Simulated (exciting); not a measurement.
```
As B
1.0
     4.77700    0.00000    0.00000
     0.00000    0.00000   -4.77700
     0.00000    4.77700    0.00000
As B
4 4
Direct
  0.75000 0.75000 0.25000
  0.25000 0.75000 0.75000
  0.25000 0.25000 0.25000
  0.75000 0.25000 0.75000
  0.50000 0.50000 0.00000
  0.00000 0.50000 0.50000
  0.00000 0.00000 0.00000
  0.50000 0.00000 0.50000
```

Space group F-43m.

Level of theory: Kohn-Sham DFT of a periodic cell, PBE, all-electron LAPW+lo, shipped species files (exciting sodium).

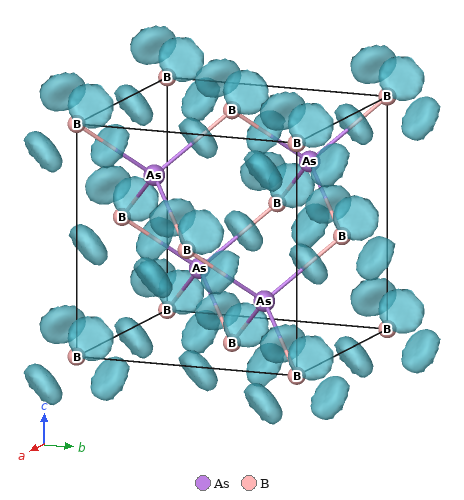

BAs. Isosurface of the electron localisation function at 0.8 (cyan), seen slightly off an axis. Core shells and regions of very low density are left out. Sticks mark near contacts.

The calculation treats all electrons.

Question: Describe the localisation domains.

Answer: The surface consists of 16 regions between bonded As–B atoms (shared pairs), counted in one cell of 8 atoms. Any copies at cell faces, edges or corners count once.

Values along the shortest contacts:
B–As (2.07 Å): the ELF peaks at about 0.90 between the atoms; localised, covalent bonding.
